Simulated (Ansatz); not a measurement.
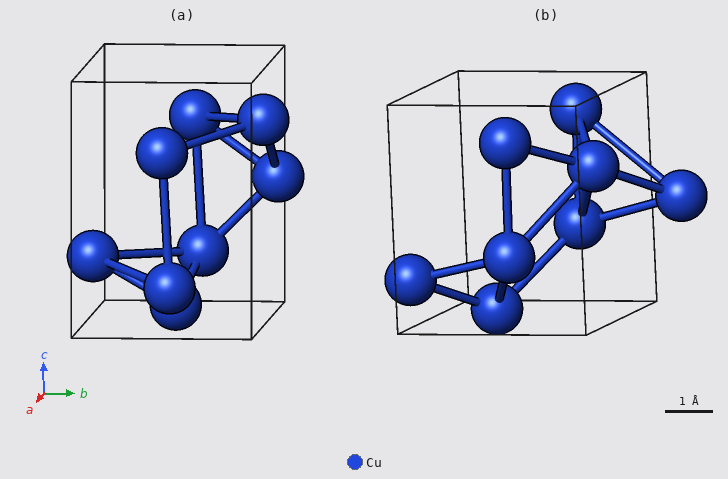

The structure of a crystal of Cu (a generated structure, set up in P1) (coarse preliminary run) before (left) and after (right) a relaxation, at one scale.

The picture is a ball-and-stick view of the cell of the calculation, seen slightly off an axis.

The calculation used DFT PBE, scalar-relativistic, plane waves, PAW (Ansatz).

Input file:
```yaml
crystal:
  lattice:
    - [-2.0403314488, 2.0470500406, 2.7364243627]
    - [2.0214006958, -1.9736661265, 2.6668409516]
    - [3.9855663431, 3.9445503657, 0.0410447962]
  atoms:
    - { symbol: Cu, position: [0.4702583121, 1.0220887995, 0.2418246621] }
    - { symbol: Cu, position: [-0.0054437192, 0.5019832427, 0.7233734935] }
    - { symbol: Cu, position: [0.9976814036, 0.544413146, 0.1968562426] }
    - { symbol: Cu, position: [0.5080784272, -0.0251897624, 0.7847179231] }
    - { symbol: Cu, position: [0.4954748255, 0.4862141252, 0.0591549222] }
    - { symbol: Cu, position: [1.0339507509, -0.0295095511, 0.4940727566] }
basis:
  ecutwfc: 420
kpoints:
  mp_grid: { grid: [6, 6, 4] }
hamiltonian:
  xc: pbe
scf:
  occupations: { method: gaussian, width: 0.2 }
  lower_state_search: "off"
output:
  forces: true
  stress: true
  eigenvalues: true
relax:
  adjacent_minimum: "off"
  f_tol: 0.025
  max_steps: 60
  cell: { stress_tol: 0.25 }
```

Command:
```bash
ansatz run input.yaml --threads 1 --pin off --max-ram 2560MiB --backend cpu --events-out ev --progress --plain --runs-dir out
```

Describe what moved and what it gained.

Answer. The run was cut off at its time limit before the relaxation converged, so the last structure is only a point on the way. After 9 geometry steps the energy has fallen by 3.404 eV per cell of the calculation. Largest force component: 3.5 eV/Å at the start, 0.26 eV/Å at the end. Pressure: 7.42 GPa at the start and 0.56 GPa at the end. Cu6 moves most relative to the cell: 1.07 Å roughly along [2 3 0]. The volume changes by −18.2 %, with a 3.980 → 3.935 Å (−1.1 %), b 3.885 → 4.043 Å (+4.1 %), c 5.608 → 5.018 Å (−10.5 %), α 89.0° → 93.8°, β 89.9° → 88.7°, γ 93.2° → 117.2°. Near-neighbour distances that change, for instance: Cu2–Cu5 4.643 → 2.470 Å, Cu3–Cu6 4.620 → 2.478 Å, Cu4–Cu6 4.567 → 2.498 Å, Cu1–Cu5 4.477 → 2.499 Å. New bonds form: Cu1–Cu5 (4.48 → 2.50 Å), Cu2–Cu5 (4.64 → 2.47 Å), Cu3–Cu6 (4.62 → 2.48 Å), Cu4–Cu6 (4.57 → 2.50 Å). The space group stays P1 (No. 1).
